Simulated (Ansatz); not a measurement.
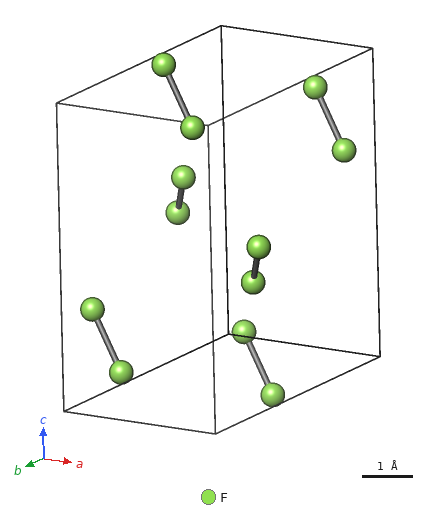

Structure drawing (ball-and-stick), viewed from a general direction. Thin lines show the conventional unit cell, with boundary atoms drawn in all their periodic places. Finite groups of bonded atoms are drawn whole.

F, space group P-1 (No. 2), a = 3.54 Å, b = 6.32 Å, c = 6.47 Å, α = 91.50°, β = 91.53°, γ = 92.39°.

Computed with DFT PBE+D3(BJ), scalar-relativistic, plane waves, PAW (Ansatz 0.2.0). Settings: a kinetic-energy cutoff of 420 eV, k-points about 0.30 Å⁻¹ apart, Gaussian smearing of 0.02 eV, no spin polarisation.

Q: Metal or not?

A: An insulator at this level, with a gap of 3.16 eV on the k-mesh (the true edges may lie between mesh points, so the gap can be somewhat smaller).

Origin of the cell: a structure type filled with this element by a generator (whether the element takes this form wasn't checked). Earlier steps of the study may have refined or changed the cell and positions. It went into a calculation with Ansatz.
